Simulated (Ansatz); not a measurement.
# Two runs on CoSi

System: CoSi (2 atoms in the cell).
Method of the first run: DFT, PBE, PAW with Ansatz's default frozen-core files, fully relativistic files with spin-orbit coupling (Ansatz 0.2.0).

The structure derives from a Materials Project entry. Text and figures count atoms from 1; the logs count them from 0 in places.

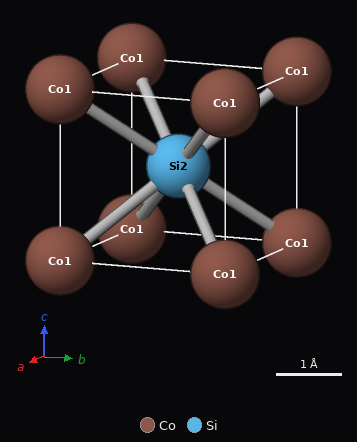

Figure 1. The input geometry (ball-and-stick view of the cell of the calculation, seen slightly off an axis; atoms are numbered from 1 in the order of the input). Near neighbours in the crystal (not all of them lie inside the picture): Co has 8 Si at 2.41 Å; Si has 8 Co at 2.41 Å.

### Input, the first run
```yaml
crystal:
  lattice:
    - [2.8095716175, 0.0, 0.0]
    - [0.0, 2.8095716175, 0.0]
    - [0.0, 0.0, 2.72570732]
  atoms:
    - { symbol: Co, position: [0.0, 0.0, 0.0], spin: 0.5, spin_axis: [0.70710678, 0.70710678, 0.0] }
    - { symbol: Si, position: [0.5, 0.5, 0.5] }
magnetization:
  noncollinear: true
  spin_orbit: true
kpoints:
  mp_grid: { grid: [12, 12, 13] }
scf:
  occupations: { method: fermi_dirac, width: 0.1 }
  convergence: { dr2_threshold: 1.0e-09 }
  max_iter: 120
  lower_state_search: "off"
hamiltonian:
  xc: pbe
  pseudopotentials: { kind: paw_fr }
output:
  eigenvalues: false
  hubbard: { sites: [{ species: Co, l: d }] }
```

Launched with:
```bash
ansatz run input.yaml --threads 2 --pin off --max-ram 4096MiB --backend cpu --events-out ev --progress --plain --runs-dir out
```

Hardware: 2 threads of Intel Xeon @ 2.90GHz (Ice Lake), 32 GiB of memory available, shared host.

### Output, shortened to warnings, some set-up lines, iterations and results (the first run)
```
Basis set: ecut = 420 eV, 437 PW (Γ)
Symmetry: 4 space group operations + 4 with time reversal
k-points: 301 of 1872 (time reversal used)
Initial density: superposition of atomic densities (chi_scale 0.1, normalization cell)
[...]
SCF iter   1: F=—  HF=-5763.490996 eV  |F-HF|=—  |Δ(HF+E_count)|=         —  Δρ=1.12e-1  dr2=2.84e0  dr2_m=7.42e-2  ethr=3.10e-3  |M|=2.36e-1 ∫|m|=2.66e-1 μB  |m|>n=0.0e0 …
SCF iter   2: F=—  HF=-5763.203090 eV  |F-HF|=—  |Δ(HF+E_count)|=   2.88e-1  Δρ=5.64e-2  dr2=3.72e-1  dr2_m=1.01e-2  ethr=3.10e-3  |M|=3.15e-1 ∫|m|=3.40e-1 μB  |m|>n=0.0e0 …
SCF iter   3: F=—  HF=-5763.081382 eV  |F-HF|=—  |Δ(HF+E_count)|=   1.22e-1  Δρ=2.20e-2  dr2=1.23e-1  dr2_m=5.59e-3  ethr=1.77e-3  |M|=3.12e-1 ∫|m|=3.35e-1 μB  |m|>n=0.0e0 …
SCF iter   4: F=—  HF=-5763.029087 eV  |F-HF|=—  |Δ(HF+E_count)|=   5.23e-2  Δρ=6.08e-3  dr2=5.58e-3  dr2_m=1.96e-3  ethr=5.85e-4  |M|=3.43e-1 ∫|m|=3.64e-1 μB  |m|>n=0.0e0 …
SCF iter   5: F=—  HF=-5763.031288 eV  |F-HF|=—  |Δ(HF+E_count)|=   2.20e-3  Δρ=3.90e-3  dr2=2.03e-3  dr2_m=8.21e-4  ethr=2.66e-5  |M|=3.58e-1 ∫|m|=3.83e-1 μB  |m|>n=0.0e0 …
[... 16 lines ...]
SCF iter  22: F=—  HF=-5763.037480 eV  |F-HF|=—  |Δ(HF+E_count)|=   5.11e-6  Δρ=6.51e-5  dr2=4.36e-8  dr2_m=4.18e-7  ethr=1.87e-9  |M|=5.21e-1 ∫|m|=5.59e-1 μB  |m|>n=0.0e0 …
SCF iter  23: F=—  HF=-5763.037481 eV  |F-HF|=—  |Δ(HF+E_count)|=   2.28e-7  Δρ=1.57e-5  dr2=3.90e-9  dr2_m=2.44e-8  ethr=2.08e-10  |M|=5.20e-1 ∫|m|=5.58e-1 μB  |m|>n=0.0e0 …
SCF iter  24: F=—  HF=-5763.037481 eV  |F-HF|=—  |Δ(HF+E_count)|=   1.40e-8  Δρ=4.77e-6  dr2=2.15e-9  dr2_m=4.59e-10  ethr=1.86e-11  |M|=5.20e-1 ∫|m|=5.58e-1 μB  |m|>n=0.0e0 …
SCF iter  25: F=-5763.037481 eV  HF=-5763.037481 eV  |F-HF|=2.00e-11  |Δ(HF+E_count)|=  1.04e-10  Δρ=4.27e-7  dr2=2.66e-11  dr2_m=1.87e-12  ethr=4.76e-12  |M|=5.20e-1 …
SCF 1 converged in 25 iterations: F = -5763.037481 eV  dr2 = 2.66e-11
SCF converged after 25 iterations
Magnetization: |M| = 0.5199 μB,  M = (+0.3676, +0.3676, +0.0000) μB
Absolute magnetization: 0.5583 μB (∫|m|, with the PAW one-centre terms)
  site 0: m = (+0.3753, +0.3753, -0.0000) μB, |m| = 0.5307 μB  (R = 0.99 Å)
  site 1: m = (+0.0030, +0.0030, +0.0000) μB, |m| = 0.0043 μB  (R = 0.99 Å)
Free energy (F): -5763.037481 eV
Harris-Foulkes:  -5763.037481 eV  (|F-HF|=2.00e-11)
Internal energy: -5762.988566 eV  (E = F + TS)
E sigma→0 (E₀):  -5763.013023 eV
Entropy (-TS):   -0.048915 eV (-24.457 meV/atom)
Fermi energy:    17.450619 eV
--- Per-component energies (eV) ---
  E_band       = -229.572433
  E_kinetic    = 502.905199
  E_local      = -3492.883719  (includes V_loc(G=0)·N_el)
  E_nonlocal   = 481.263683
  E_hartree    = 1515.747353
  E_xc         = -217.194469
  E_vxc        = -256.126550  (∫ρ·V_xc dr)
  E_paw        = -2030.782384  (= ΣΔE_a)
  E_vpaw       = -496.226239  (= ΣTr[D̂ρ^β])
  E_aug_tail   = 0.000086  (compensation charges beyond the density's cutoff)
  E_ewald      = -2522.044314
  E_smearing   = -0.048915  (= −TS)
  E_closure    = 0.000000  (closes the sum)
  Σ components = -5763.037481   (vs F -5763.037481, Δ=0.00e0)
--- Occupation matrices: 1 shell (Löwdin-built; ε = 2.00e-2, provisional) ---
  Co0 d_3D: site group D4h (4/mmm)
  Co0 d_3D spinor Tr n = 8.1495  λ = 0.663 0.706 0.804 0.822 0.824 0.829 0.842 0.843 0.905 0.913  [z2 1.00 (Eg 1.00) E1/2g(1.00) | x2-y2 0.99 (Eg 0.99) E3/2g(1.00) | 6× xy 0.33 (T2g 1.00) E3/2g(0.67) | 2× x2-y2 0.50 (Eg 0.99) E3/2g(0.50)]
  Tr n, λ and their labels are of the run-group-symmetrised matrices; stabiliser: 8 of 32 elements of G0×{1,Θ} (closed), max defect 3.0e-15 at τ = 4.2e-3
settings of this run that can trade accuracy for cost: output.eigenvalues: false. Do not mix this run's numbers with those of runs without the same settings; the input reference describes each key
```

For the second run the input was changed thus:
```diff
-    - { symbol: Co, position: [0.0, 0.0, 0.0], spin: 0.5, spin_axis: [0.70710678, 0.70710678, 0.0] }
+    - { symbol: Co, position: [0.0, 0.0, 0.0], spin: 0.5, spin_axis: [0.0, 0.0, 1.0] }
```

How does the second run compare with the first run?

The energy is the same within 0.01 meV per atom. The number of SCF iterations is the same. The irreducible k-points go from 301 to 196.

### Output, shortened to warnings, some set-up lines, iterations and results (the second run)
```
Basis set: ecut = 420 eV, 437 PW (Γ)
Symmetry: 8 space group operations + 8 with time reversal
k-points: 196 of 1872 (time reversal used)
Initial density: superposition of atomic densities (chi_scale 0.1, normalization cell)
[...]
SCF iter   1: F=—  HF=-5763.491001 eV  |F-HF|=—  |Δ(HF+E_count)|=         —  Δρ=1.12e-1  dr2=2.85e0  dr2_m=7.43e-2  ethr=3.10e-3  |M|=2.35e-1 ∫|m|=2.66e-1 μB  |m|>n=0.0e0 …
SCF iter   2: F=—  HF=-5763.203086 eV  |F-HF|=—  |Δ(HF+E_count)|=   2.88e-1  Δρ=5.64e-2  dr2=3.72e-1  dr2_m=1.01e-2  ethr=3.10e-3  |M|=3.15e-1 ∫|m|=3.40e-1 μB  |m|>n=0.0e0 …
SCF iter   3: F=—  HF=-5763.081383 eV  |F-HF|=—  |Δ(HF+E_count)|=   1.22e-1  Δρ=2.20e-2  dr2=1.23e-1  dr2_m=5.59e-3  ethr=1.77e-3  |M|=3.12e-1 ∫|m|=3.35e-1 μB  |m|>n=0.0e0 …
SCF iter   4: F=—  HF=-5763.029085 eV  |F-HF|=—  |Δ(HF+E_count)|=   5.23e-2  Δρ=6.29e-3  dr2=5.54e-3  dr2_m=1.95e-3  ethr=5.85e-4  |M|=3.43e-1 ∫|m|=3.64e-1 μB  |m|>n=0.0e0 …
SCF iter   5: F=—  HF=-5763.031287 eV  |F-HF|=—  |Δ(HF+E_count)|=   2.20e-3  Δρ=4.08e-3  dr2=2.04e-3  dr2_m=8.21e-4  ethr=2.64e-5  |M|=3.58e-1 ∫|m|=3.83e-1 μB  |m|>n=0.0e0 …
[... 16 lines ...]
SCF iter  22: F=—  HF=-5763.037477 eV  |F-HF|=—  |Δ(HF+E_count)|=   6.68e-6  Δρ=9.20e-5  dr2=4.35e-8  dr2_m=4.18e-7  ethr=1.86e-9  |M|=5.21e-1 ∫|m|=5.59e-1 μB  |m|>n=0.0e0 …
SCF iter  23: F=—  HF=-5763.037477 eV  |F-HF|=—  |Δ(HF+E_count)|=   2.28e-7  Δρ=2.22e-5  dr2=3.88e-9  dr2_m=2.43e-8  ethr=2.07e-10  |M|=5.20e-1 ∫|m|=5.58e-1 μB  |m|>n=0.0e0 …
SCF iter  24: F=—  HF=-5763.037477 eV  |F-HF|=—  |Δ(HF+E_count)|=   1.40e-8  Δρ=4.76e-6  dr2=2.15e-9  dr2_m=4.45e-10  ethr=1.85e-11  |M|=5.20e-1 ∫|m|=5.58e-1 μB  |m|>n=0.0e0 …
SCF iter  25: F=-5763.037477 eV  HF=-5763.037477 eV  |F-HF|=2.27e-11  |Δ(HF+E_count)|=  1.16e-10  Δρ=4.31e-7  dr2=2.70e-11  dr2_m=1.89e-12  ethr=4.76e-12  |M|=5.20e-1 …
SCF 1 converged in 25 iterations: F = -5763.037477 eV  dr2 = 2.70e-11
SCF converged after 25 iterations
Magnetization: |M| = 0.5197 μB,  M = (+0.0000, +0.0000, +0.5197) μB
Absolute magnetization: 0.5582 μB (∫|m|, with the PAW one-centre terms)
  site 0: m = (+0.0000, -0.0000, +0.5306) μB, |m| = 0.5306 μB  (R = 0.99 Å)
  site 1: m = (-0.0000, -0.0000, +0.0043) μB, |m| = 0.0043 μB  (R = 0.99 Å)
Free energy (F): -5763.037477 eV
Harris-Foulkes:  -5763.037477 eV  (|F-HF|=2.27e-11)
Internal energy: -5762.988560 eV  (E = F + TS)
E sigma→0 (E₀):  -5763.013019 eV
Entropy (-TS):   -0.048917 eV (-24.458 meV/atom)
Fermi energy:    17.450591 eV
--- Per-component energies (eV) ---
  E_band       = -229.572112
  E_kinetic    = 502.905279
  E_local      = -3492.884188  (includes V_loc(G=0)·N_el)
  E_nonlocal   = 481.263745
  E_hartree    = 1515.747751
  E_xc         = -217.194467
  E_vxc        = -256.126549  (∫ρ·V_xc dr)
  E_paw        = -2030.782451  (= ΣΔE_a)
  E_vpaw       = -496.226391  (= ΣTr[D̂ρ^β])
  E_aug_tail   = 0.000086  (compensation charges beyond the density's cutoff)
  E_ewald      = -2522.044314
  E_smearing   = -0.048917  (= −TS)
  E_closure    = 0.000000  (closes the sum)
  Σ components = -5763.037477   (vs F -5763.037477, Δ=0.00e0)
--- Occupation matrices: 1 shell (Löwdin-built; ε = 2.00e-2, provisional) ---
  Co0 d_3D: site group D4h (4/mmm)
  Co0 d_3D spinor Tr n = 8.1495  λ = 0.663 0.705 0.805 0.820 0.825 0.828 0.841 0.845 0.905 0.913  [z2 1.00 (Eg 1.00) E1/2g(1.00) | x2-y2 0.99 (Eg 0.99) E3/2g(1.00) | 6× xz 0.33 (T2g 1.00) E3/2g(0.67) | 2× x2-y2 0.50 (Eg 0.99) E1/2g(0.50)]
  Tr n, λ and their labels are of the run-group-symmetrised matrices; stabiliser: 16 of 32 elements of G0×{1,Θ} (closed), max defect 3.1e-15 at τ = 4.2e-3
settings of this run that can trade accuracy for cost: output.eigenvalues: false. Do not mix this run's numbers with those of runs without the same settings; the input reference describes each key
```

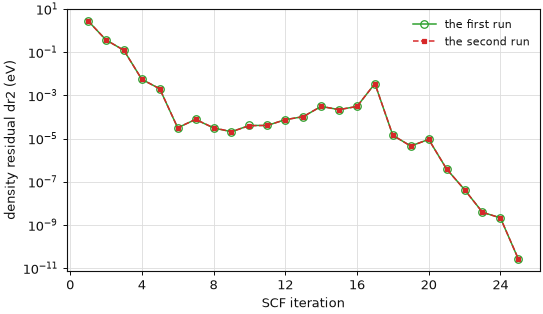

Figure 2. Convergence of the two runs: density residual dr2 against the SCF iteration. The first run takes 25 iterations in all, and the second run takes 25.

### The two runs side by side

| quantity | the first run | the second run |
| --- | --- | --- |
| outcome | converged | converged |
| free energy per atom (eV) | −2881.5187 | −2881.5187 |
| energy per atom, smearing taken to zero (eV) | −2881.5065 | −2881.5065 |
| net moment of the cell (μB) | 0.52 | 0.52 |
| absolute moment of the cell (μB) | 0.56 | 0.56 |
| SCF iterations | 25 | 25 |
| irreducible k-points | 301 | 196 |
| plane waves at Γ | 437 | 437 |
| wall time (shared host) | 54 s | 40 s |
